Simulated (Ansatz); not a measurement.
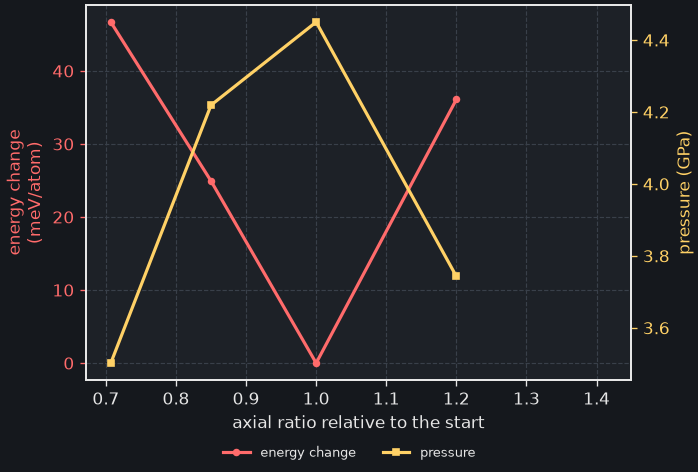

The picture above shows the energy change and pressure against relative axial ratio for Ti, space group Fm-3m (No. 225).

The given structure:
```
CELL_PARAMETERS angstrom
0.00000 2.03000 2.03000
2.03000 0.00000 2.03000
2.03000 2.03000 0.00000
ATOMIC_POSITIONS crystal
Ti 0.00000 0.00000 0.00000
```

Computed with Ansatz 0.2.0: deformation of a crystal at fixed volume, lengths along the axis scaled against those across it, fractional coordinates fixed, by plane-wave density functional theory with PAW datasets, free energies less that of the undisturbed cell, pressure positive in compression; scalar-relativistic. Level: PBE, no spin polarisation.

wave cutoff 420 eV; k mesh 22×22×22; occupations Gaussian; smearing width 0.15 eV; k shift (0, 0, 0) (mesh steps); start as given; path tetragonal; axis direction (0, 0, 1) (Cartesian unit vector).

The point at relative axial ratio 1.414 is left out of the plot. What does the calculation give there?

| axial ratio relative to the start | energy change (meV/atom) | pressure (GPa) |
| --- | --- | --- |
| 1.414 | 154 | 2.634 |

Note: reference crystal is not relaxed.
